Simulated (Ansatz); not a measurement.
**Geometry relaxation of Ge16N (part 2 of 2)**

Ge16N (defect cell, 17 atoms in the cell); DFT PBE-D3(BJ), scalar-relativistic, plane waves, PAW, PAW set soft_1, no spin polarisation (Ansatz 0.2.0); cutoff 420 eV, 2×2×2 k-mesh, Fermi–Dirac smearing of 0.15 eV. It belongs to a series of runs on one base structure; here: start relaxed.

Geometry of the input (Å; fractional positions):
```
0.0000  5.6600  5.6600
5.6600  0.0000  5.6600
5.6600  5.6600  0.0000
Ge 0.0000  0.0000  0.0000
Ge 0.1250  0.1250  0.1250
Ge 0.0000  -0.0000  0.5000
Ge 0.1250  0.1250  0.6250
Ge 0.0000  0.5000  -0.0000
Ge 0.1250  0.6250  0.1250
Ge 0.0000  0.5000  0.5000
Ge 0.1250  0.6250  0.6250
Ge 0.5000  0.0000  -0.0000
Ge 0.6250  0.1250  0.1250
Ge 0.5000  -0.0000  0.5000
Ge 0.6250  0.1250  0.6250
Ge 0.5000  0.5000  -0.0000
Ge 0.6250  0.6250  0.1250
Ge 0.5000  0.5000  0.5000
Ge 0.6250  0.6250  0.6250
N  0.3110  0.3091  0.3174
```

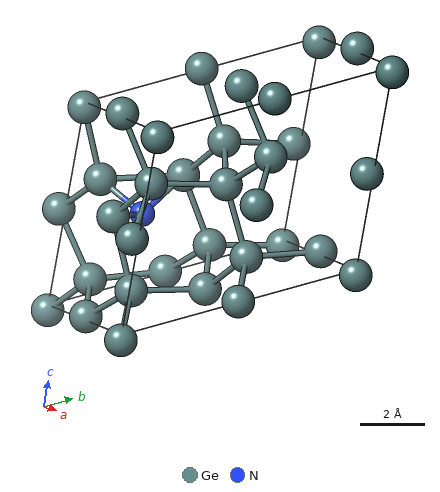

Figure 1. The geometry at step 7 of the log (ball-and-stick view of the cell of the calculation, seen slightly off an axis).

Trajectory as extended XYZ (Å, eV, eV/Å), 13 frames, from step=1 to step=13
```
17
Lattice="0.0000 5.6600 5.6600 5.6600 0.0000 5.6600 5.6600 5.6600 0.0000" Properties=species:S:1:pos:R:3:forces:R:3 step=1 energy=-69103.59146
Ge    0.0000    0.0000    0.0000    0.1880   0.2004   0.1495
Ge    1.4150    1.4150    1.4150    0.0480   0.0489   0.0458
Ge    2.8300    2.8300    0.0000    0.0700   0.0687  -0.0084
Ge    4.2450    4.2450    1.4150   -0.4201  -0.4290   0.2495
Ge    2.8300    0.0000    2.8300    0.0626   0.0056   0.0668
Ge    4.2450    1.4150    4.2450   -0.3663   0.2413  -0.3421
Ge    5.6600    2.8300    2.8300   -0.2469   0.3771   0.4123
Ge    7.0750    4.2450    4.2450    0.0021  -0.0701  -0.0645
Ge    0.0000    2.8300    2.8300    0.0027   0.0629   0.0685
Ge    1.4150    4.2450    4.2450    0.2438  -0.3869  -0.3539
Ge    2.8300    5.6600    2.8300    0.3973  -0.2485   0.4255
Ge    4.2450    7.0750    4.2450   -0.0706   0.0055  -0.0663
Ge    2.8300    2.8300    5.6600    0.3453   0.3381  -0.2391
Ge    4.2450    4.2450    7.0750   -0.0633  -0.0646  -0.0079
Ge    5.6600    5.6600    5.6600   -0.0467  -0.0460  -0.0496
Ge    7.0750    7.0750    7.0750   -0.1697  -0.1580  -0.2098
N     3.5456    3.5566    3.5097    0.0240   0.0547  -0.0764
17
Lattice="0.0000 5.6600 5.6600 5.6600 0.0000 5.6600 5.6600 5.6600 0.0000" Properties=species:S:1:pos:R:3:forces:R:3 step=2 energy=-69103.67604
Ge    0.0014    0.0014    0.0012    0.0229   0.0253   0.0168
Ge    1.4188    1.4191    1.4178   -0.0648  -0.0660  -0.0605
Ge    2.8244    2.8250   -0.0097    0.0042   0.0057   0.0276
Ge    4.2119    4.2110    1.4227   -0.0693  -0.0707   0.0930
Ge    2.8272   -0.0046    2.8255    0.0082   0.0298   0.0036
Ge    4.2157    1.4247    4.2186   -0.0312   0.0415  -0.0291
Ge    5.6512    2.8592    2.8630   -0.0724   0.0512   0.0557
Ge    7.0823    4.2507    4.2483   -0.0284  -0.0023  -0.0086
Ge   -0.0056    2.8272    2.8249    0.0294   0.0089   0.0027
Ge    1.4245    4.2139    4.2178    0.0538  -0.0411  -0.0376
Ge    2.8610    5.6518    2.8639    0.0609  -0.0844   0.0649
Ge    4.2509    7.0836    4.2490   -0.0027  -0.0278  -0.0076
Ge    2.8573    2.8564    5.6503    0.0236   0.0231  -0.0324
Ge    4.2481    4.2487    7.0789   -0.0065  -0.0051  -0.0298
Ge    5.6566    5.6569    5.6556    0.0628   0.0614   0.0669
Ge    7.0736    7.0737    7.0735   -0.0198  -0.0181  -0.0273
N     3.5462    3.5578    3.5085    0.0295   0.0687  -0.0983
17
Lattice="0.0000 5.6600 5.6600 5.6600 0.0000 5.6600 5.6600 5.6600 0.0000" Properties=species:S:1:pos:R:3:forces:R:3 step=3 energy=-69103.68848
Ge   -0.0181   -0.0190   -0.0165   -0.0103  -0.0068  -0.0188
Ge    1.3954    1.3953    1.3956   -0.0268  -0.0269  -0.0257
Ge    2.8129    2.8141   -0.0096   -0.0079  -0.0079  -0.0069
Ge    4.1951    4.1943    1.4264   -0.0256  -0.0291   0.0314
Ge    2.8197   -0.0016    2.8164   -0.0059   0.0014  -0.0058
Ge    4.2038    1.4290    4.2073    0.0180  -0.0265   0.0250
Ge    5.6464    2.8738    2.8778   -0.0087   0.0011   0.0137
Ge    7.0807    4.2618    4.2570    0.0031   0.0067   0.0068
Ge   -0.0030    2.8194    2.8148   -0.0003  -0.0062  -0.0061
Ge    1.4292    4.2009    4.2052   -0.0124   0.0048   0.0154
Ge    2.8769    5.6475    2.8798    0.0136  -0.0220   0.0243
Ge    4.2625    7.0828    4.2586    0.0073   0.0052   0.0074
Ge    2.8681    2.8670    5.6465   -0.0288  -0.0307   0.0370
Ge    4.2558    4.2568    7.0758    0.0057   0.0057  -0.0027
Ge    5.6794    5.6793    5.6797    0.0265   0.0260   0.0267
Ge    7.0921    7.0916    7.0947    0.0148   0.0172   0.0038
N     3.5487    3.5636    3.5001    0.0378   0.0878  -0.1255
17
Lattice="0.0000 5.6600 5.6600 5.6600 0.0000 5.6600 5.6600 5.6600 0.0000" Properties=species:S:1:pos:R:3:forces:R:3 step=4 energy=-69103.70772
Ge   -0.0490   -0.0543   -0.0390   -0.0171   0.0067  -0.0682
Ge    1.3614    1.3595    1.3665    0.0228   0.0249   0.0244
Ge    2.7909    2.7934   -0.0140   -0.0022  -0.0061  -0.0378
Ge    4.1678    4.1674    1.4275   -0.0385  -0.0668  -0.0396
Ge    2.8105    0.0019    2.8045   -0.0147  -0.0056  -0.0053
Ge    4.1929    1.4299    4.1989    0.0660  -0.0681   0.1108
Ge    5.6415    2.8940    2.8984    0.0286  -0.0498   0.0432
Ge    7.0800    4.2805    4.2710    0.0217  -0.0004   0.0139
Ge   -0.0001    2.8087    2.8002   -0.0109  -0.0152  -0.0024
Ge    1.4329    4.1857    4.1922   -0.0497   0.0202   0.0919
Ge    2.9015    5.6440    2.9038   -0.0112   0.0281   0.0717
Ge    4.2836    7.0847    4.2758   -0.0007   0.0304   0.0113
Ge    2.8748    2.8727    5.6487   -0.1041  -0.1156   0.0807
Ge    4.2645    4.2662    7.0723    0.0122   0.0093   0.0026
Ge    5.7111    5.7096    5.7171   -0.0219  -0.0229  -0.0274
Ge    7.1181    7.1154    7.1340    0.0451   0.0593  -0.0281
N     3.5633    3.5974    3.4517    0.0747   0.1715  -0.2416
17
Lattice="0.0000 5.6600 5.6600 5.6600 0.0000 5.6600 5.6600 5.6600 0.0000" Properties=species:S:1:pos:R:3:forces:R:3 step=5 energy=-69103.77007
Ge   -0.1005   -0.1190   -0.0683   -0.0713   0.0052  -0.1008
Ge    1.3054    1.2990    1.3234    0.1164   0.1224   0.1483
Ge    2.7446    2.7512   -0.0323    0.0069  -0.0124  -0.1198
Ge    4.1095    4.1088    1.4229    0.0508  -0.1157  -0.7801
Ge    2.8013    0.0108    2.7888   -0.0442  -0.0129  -0.0313
Ge    4.1806    1.4258    4.2021    0.1803  -0.1659   0.2601
Ge    5.6287    2.9272    2.9405    0.1272  -0.1867   0.1659
Ge    7.0791    4.3157    4.2923    0.0524  -0.0005   0.0374
Ge    0.0079    2.7963    2.7771   -0.0186  -0.0403  -0.0224
Ge    1.4402    4.1599    4.1822   -0.1511   0.0740   0.2629
Ge    2.9497    5.6374    2.9554   -0.1343   0.3270   0.2583
Ge    4.3265    7.0931    4.3065   -0.0138   0.0857   0.0328
Ge    2.8721    2.8644    5.6643   -0.2161  -0.2319   0.1464
Ge    4.2729    4.2762    7.0642    0.0410   0.0356   0.0202
Ge    5.7614    5.7560    5.7817   -0.1199  -0.1308  -0.1353
Ge    7.1559    7.1476    7.2116    0.1137   0.1079  -0.1034
N     3.6102    3.7061    3.2972    0.0805   0.1395  -0.0390
17
Lattice="0.0000 5.6600 5.6600 5.6600 0.0000 5.6600 5.6600 5.6600 0.0000" Properties=species:S:1:pos:R:3:forces:R:3 step=6 energy=-69103.94209
Ge   -0.1329   -0.1317   -0.0450   -0.1315  -0.0849   0.1195
Ge    1.2879    1.2805    1.3454    0.1030   0.1383   0.1479
Ge    2.6375    2.6700   -0.1608    0.1159   0.0141  -0.0170
Ge    4.0107    4.0356    1.2712    0.1015  -0.0069  -0.7442
Ge    2.8191    0.0288    2.8008   -0.0310   0.0043  -0.0159
Ge    4.1802    1.4331    4.2588    0.1594  -0.2778   0.1227
Ge    5.5730    2.9298    2.9318   -0.0389  -0.0613   0.1715
Ge    7.0309    4.3407    4.2420    0.1113  -0.0082   0.0685
Ge    0.0813    2.8536    2.7973   -0.0479  -0.0198  -0.0295
Ge    1.4764    4.2061    4.2648   -0.2586   0.1048   0.1847
Ge    3.0288    5.6480    3.0246   -0.1180   0.1744   0.1761
Ge    4.4198    7.1280    4.3201   -0.0840   0.0830   0.0661
Ge    2.8406    2.8254    5.7266   -0.0252  -0.0264   0.1757
Ge    4.2728    4.2683    7.0906    0.0487   0.0041  -0.0211
Ge    5.7783    5.7451    5.8196   -0.1045  -0.1238  -0.1104
Ge    7.1709    7.1176    7.2849    0.0706  -0.0483  -0.1368
N     3.6701    3.7776    3.1370    0.1294   0.1344  -0.1578
17
Lattice="0.0000 5.6600 5.6600 5.6600 0.0000 5.6600 5.6600 5.6600 0.0000" Properties=species:S:1:pos:R:3:forces:R:3 step=7 energy=-69104.12909
Ge   -0.1460   -0.1250    0.0227   -0.0851  -0.0880   0.1058
Ge    1.2891    1.2925    1.3969    0.0807   0.1476   0.1154
Ge    2.5709    2.6039   -0.2383    0.0798  -0.0805  -0.0738
Ge    3.9622    3.9915    1.1207    0.1688   0.0558  -0.6160
Ge    2.8388    0.0332    2.8108   -0.0091   0.0073   0.0529
Ge    4.1953    1.4066    4.3095    0.0918  -0.1347   0.0043
Ge    5.5292    2.9298    2.9440   -0.0252  -0.0603   0.1874
Ge    7.0206    4.3457    4.2135    0.0913  -0.0024   0.0627
Ge    0.1042    2.8966    2.8231   -0.0201  -0.0003   0.0267
Ge    1.4590    4.2444    4.3455   -0.1194   0.1325   0.0755
Ge    3.0490    5.6485    3.0775   -0.2198   0.1217   0.2228
Ge    4.4618    7.1404    4.3282   -0.1021   0.0986   0.0820
Ge    2.8337    2.8090    5.7582    0.0478   0.0619   0.0948
Ge    4.2785    4.2686    7.1008    0.0174  -0.0372  -0.0551
Ge    5.7852    5.7264    5.8219   -0.0259  -0.0562  -0.0495
Ge    7.1777    7.0944    7.3059    0.0044  -0.1186  -0.1082
N     3.7364    3.8500    2.9686    0.0249  -0.0470  -0.1282
17
Lattice="0.0000 5.6600 5.6600 5.6600 0.0000 5.6600 5.6600 5.6600 0.0000" Properties=species:S:1:pos:R:3:forces:R:3 step=8 energy=-69104.27550
Ge   -0.1195   -0.0660    0.0549   -0.0429  -0.0555   0.0831
Ge    1.3192    1.3358    1.4524    0.0496   0.0826   0.0774
Ge    2.5342    2.5371   -0.3169   -0.0134  -0.0530  -0.0372
Ge    3.9529    3.9939    0.9380    0.1391   0.0758  -0.3675
Ge    2.8533    0.0399    2.8415   -0.0179  -0.0028   0.0353
Ge    4.1979    1.4202    4.3397    0.0551  -0.0755   0.0335
Ge    5.4833    2.9485    2.9495    0.1021  -0.0236   0.1163
Ge    7.0143    4.3445    4.2072    0.0294   0.0387   0.0386
Ge    0.1102    2.9154    2.8725   -0.0240  -0.0106   0.0085
Ge    1.4457    4.2561    4.4163   -0.0575   0.0820   0.0764
Ge    3.0284    5.6083    3.1264   -0.1079   0.1559   0.1568
Ge    4.4802    7.1113    4.3354   -0.0313   0.0075   0.0265
Ge    2.8330    2.8055    5.8093   -0.0110   0.0156   0.0632
Ge    4.2854    4.2654    7.1356    0.0048  -0.0196  -0.0374
Ge    5.7908    5.7009    5.8400    0.0099  -0.0171  -0.0369
Ge    7.1780    7.0599    7.3357   -0.0582  -0.0119  -0.0640
N     3.7581    3.8798    2.7721   -0.0256  -0.1885  -0.1732
17
Lattice="0.0000 5.6600 5.6600 5.6600 0.0000 5.6600 5.6600 5.6600 0.0000" Properties=species:S:1:pos:R:3:forces:R:3 step=9 energy=-69104.37070
Ge   -0.0599    0.0039    0.0921   -0.0307  -0.0699   0.0781
Ge    1.3767    1.4046    1.5012    0.0271   0.0485   0.0561
Ge    2.4988    2.4947   -0.4068   -0.0242  -0.0511  -0.0329
Ge    3.9876    3.9879    0.7553    0.1025   0.1049  -0.3401
Ge    2.8731    0.0688    2.8885    0.0029   0.0268   0.0195
Ge    4.2065    1.4520    4.4001    0.0362  -0.0796   0.0043
Ge    5.4592    2.9721    2.9721    0.1924  -0.0445   0.1363
Ge    6.9985    4.3833    4.2171    0.0057   0.0374   0.0283
Ge    0.0996    2.9246    2.9193    0.0262  -0.0074   0.0154
Ge    1.4426    4.2568    4.4716   -0.0267   0.0389  -0.0059
Ge    3.0246    5.5144    3.1013   -0.0754   0.1926   0.1207
Ge    4.4741    7.0495    4.3063   -0.0371  -0.0283  -0.0075
Ge    2.8078    2.7964    5.8785   -0.0318   0.0176   0.0293
Ge    4.2713    4.2650    7.1802   -0.0022  -0.0145  -0.0160
Ge    5.7683    5.6960    5.8706    0.0006  -0.0074  -0.0518
Ge    7.1374    7.0418    7.3860   -0.0470   0.0425   0.0030
N     3.7794    3.8447    2.5763   -0.1183  -0.2066  -0.0371
17
Lattice="0.0000 5.6600 5.6600 5.6600 0.0000 5.6600 5.6600 5.6600 0.0000" Properties=species:S:1:pos:R:3:forces:R:3 step=10 energy=-69104.39631
Ge    0.0167    0.0435    0.1643   -0.0229   0.0261   0.0641
Ge    1.4449    1.4720    1.5637    0.1425   0.0751  -0.1448
Ge    2.4600    2.4453   -0.4974   -0.0691   0.0127   0.1015
Ge    4.0335    3.9848    0.5699   -0.1408  -0.1119   0.5226
Ge    2.9105    0.1011    2.9309    0.0257  -0.0933  -0.0235
Ge    4.2348    1.4438    4.4698   -0.0435   0.1359   0.1277
Ge    5.4527    2.9951    3.0380   -0.2853   0.1039  -0.1682
Ge    6.9985    4.4377    4.2385    0.0849   0.0192  -0.0019
Ge    0.1004    2.9279    2.9610   -0.1870  -0.0219  -0.0353
Ge    1.4351    4.2666    4.4915    0.0523  -0.0594   0.1255
Ge    2.9932    5.4443    3.0611    0.1548  -0.1806  -0.3635
Ge    4.4486    6.9792    4.2511    0.1304   0.0848  -0.0010
Ge    2.7759    2.7986    5.9171    0.0670  -0.0847   0.0382
Ge    4.2636    4.2604    7.2114    0.0009  -0.0082  -0.0562
Ge    5.7395    5.7087    5.8784   -0.0306   0.0678   0.1823
Ge    7.0694    7.0762    7.4385    0.0488  -0.0601  -0.1224
N     3.7682    3.7714    2.4221    0.0720   0.0944  -0.2456
17
Lattice="0.0000 5.6600 5.6600 5.6600 0.0000 5.6600 5.6600 5.6600 0.0000" Properties=species:S:1:pos:R:3:forces:R:3 step=11 energy=-69104.41212
Ge    0.0794    0.0741    0.2926   -0.0481  -0.1381   0.0929
Ge    1.5941    1.6046    1.5754   -0.1402  -0.0759   0.0605
Ge    2.4728    2.4941   -0.5658    0.0615  -0.0526  -0.0431
Ge    4.1062    3.9156    0.5864    0.2072   0.1922  -0.1923
Ge    2.9378    0.1087    2.9670   -0.0361   0.0559  -0.0206
Ge    4.2486    1.4224    4.5748    0.0138  -0.1686  -0.0355
Ge    5.3705    2.9578    3.0463    0.1115   0.0899  -0.0402
Ge    6.9492    4.4567    4.1942   -0.0944   0.0075  -0.0146
Ge    0.0990    2.9579    2.9658    0.1275  -0.0142  -0.0053
Ge    1.4548    4.2884    4.5326   -0.1323   0.0490  -0.0427
Ge    2.9723    5.3914    2.9484    0.0341  -0.0087   0.1470
Ge    4.4331    6.9571    4.1603   -0.0459  -0.0800  -0.0066
Ge    2.7713    2.7893    5.9526   -0.0308   0.0789  -0.0368
Ge    4.2553    4.2712    7.2132    0.0074  -0.0119   0.0856
Ge    5.6900    5.7295    5.8634    0.0059   0.0005  -0.1441
Ge    7.0272    7.0674    7.4153   -0.0801  -0.0180   0.0774
N     3.6840    3.6703    2.3871    0.0386   0.0939   0.1186
17
Lattice="0.0000 5.6600 5.6600 5.6600 0.0000 5.6600 5.6600 5.6600 0.0000" Properties=species:S:1:pos:R:3:forces:R:3 step=12 energy=-69104.41853
Ge    0.0243    0.0422    0.3133    0.0793   0.0776  -0.0517
Ge    1.5413    1.5549    1.5669    0.0078   0.0117   0.0217
Ge    2.4670    2.4767   -0.5437    0.0315  -0.0681  -0.0512
Ge    4.0764    3.9197    0.5935    0.0451   0.0439  -0.1278
Ge    2.9278    0.1018    2.9463    0.0326  -0.0023   0.0659
Ge    4.2576    1.4029    4.5498   -0.0727   0.0749  -0.0978
Ge    5.3976    2.9621    3.0330    0.0769  -0.0227   0.0727
Ge    6.9596    4.4458    4.1974   -0.0121   0.0249   0.0101
Ge    0.1154    2.9595    2.9561    0.0053   0.0535   0.0393
Ge    1.4205    4.3159    4.5380    0.1309  -0.0578  -0.1284
Ge    2.9935    5.4196    2.9912   -0.1012  -0.0574   0.0542
Ge    4.4538    6.9765    4.1774   -0.0432   0.0111   0.0478
Ge    2.7689    2.7944    5.9145    0.0266   0.0474   0.0143
Ge    4.2567    4.2619    7.2067   -0.0284  -0.0313  -0.0364
Ge    5.6993    5.7219    5.8564    0.0391  -0.0061  -0.0030
Ge    7.0460    7.0691    7.4041   -0.0275  -0.0461  -0.0048
N     3.7400    3.7317    2.4087   -0.1891  -0.0523   0.1753
17
Lattice="0.0000 5.6600 5.6600 5.6600 0.0000 5.6600 5.6600 5.6600 0.0000" Properties=species:S:1:pos:R:3:forces:R:3 step=13 energy=-69104.43198
Ge    0.0676    0.0846    0.2767    0.0169   0.0127   0.0510
Ge    1.5699    1.5825    1.5691   -0.0085  -0.0017  -0.0237
Ge    2.5084    2.5038   -0.5391    0.0201   0.0180   0.0213
Ge    4.1001    3.9815    0.5944   -0.0153  -0.0179   0.0065
Ge    2.9278    0.1020    2.9507    0.0150  -0.0154   0.0052
Ge    4.2418    1.4179    4.5459   -0.0163   0.0091  -0.0367
Ge    5.3901    2.9625    3.0291    0.0114  -0.0065   0.0254
Ge    6.9576    4.4390    4.1901   -0.0067   0.0013  -0.0022
Ge    0.1050    2.9490    2.9601   -0.0131   0.0117  -0.0043
Ge    1.4255    4.2842    4.5375    0.0146  -0.0144  -0.0408
Ge    2.9719    5.4005    2.9966   -0.0190  -0.0004   0.0380
Ge    4.4434    6.9565    4.1736   -0.0063  -0.0095  -0.0046
Ge    2.7549    2.7779    5.9412    0.0115   0.0051  -0.0068
Ge    4.2468    4.2517    7.2082    0.0167   0.0147   0.0251
Ge    5.6950    5.7043    5.8523   -0.0128  -0.0170  -0.0118
Ge    7.0234    7.0415    7.4170   -0.0008  -0.0001   0.0004
N     3.7165    3.7171    2.4064   -0.0075   0.0104  -0.0420
```

Key numbers

```json
{"quantity": "outcome", "value": "converged"}
{"quantity": "electrons treated", "value": "229"}
{"quantity": "free energy", "value": "−69104.4320 eV"}
{"quantity": "Fermi energy", "value": "8.686 eV"}
{"quantity": "final volume", "value": "362.64 Å³"}
{"quantity": "largest force (length of the vector) at the end", "value": "0.055 eV/Å"}
{"quantity": "wall time", "value": "2.5 min (CPU time 4.8 min)"}
{"quantity": "peak memory", "value": "1 GiB"}
```

The input asks for low accuracy. The cell holds an odd number of electrons but the run has no spin polarisation, so it comes out as a metal.
